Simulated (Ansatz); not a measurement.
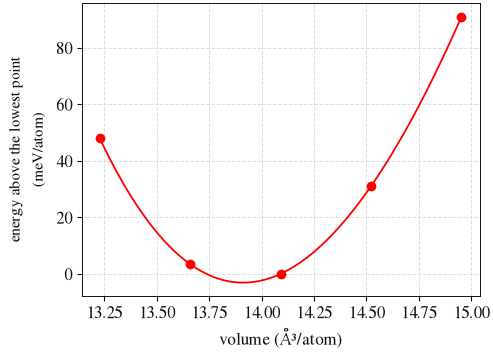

The figure shows the energy above the lowest point against volume for Os, space group Fm-3m (No. 225) (one of a set of cubic test structures, which need not be the stable phase).

How it was computed, with Ansatz 0.2.0 development build: equation of state of a cubic crystal from periodic Kohn-Sham density functional theory without spin, third-order Birch-Murnaghan fit to the free energies; pressure corrected for the finite basis. Level: HSE06.

| setting | value |
| --- | --- |
| structure type | fcc |
| atoms in cell | 1 |
| space group number | 225 |
| lattice centring | face-centred primitive |
| k mesh | 6×6×6 |
| occupation method | Fermi–Dirac |
| occupation width | 0.1 eV |
| wave cutoff | 420 eV |
| datasets | soft-1 PAW |
| density tolerance | 1e−07 eV |
| bands | 12 |
| density cutoff ratio | 4 |
| search for lower states | default |
| exchange singularity | Wigner-Seitz |

From this curve and the settings, what does the calculation give for the pressure at the same points?

The pressure falls from 25.2 GPa at volume 13.23 Å³/atom to −27.0 GPa at 14.95 Å³/atom, and changes sign near 13.92 Å³/atom.

```json
{"volume (Å³/atom)": "13.23", "pressure (GPa)": "25.2"}
{"volume (Å³/atom)": "13.66", "pressure (GPa)": "8.5"}
{"volume (Å³/atom)": "14.09", "pressure (GPa)": "-5.5"}
{"volume (Å³/atom)": "14.52", "pressure (GPa)": "-17.2"}
{"volume (Å³/atom)": "14.95", "pressure (GPa)": "-27.0"}
```

Limits of the calculation: coarse k-mesh, values are not converged in k; cubic model structure, not the ambient form.
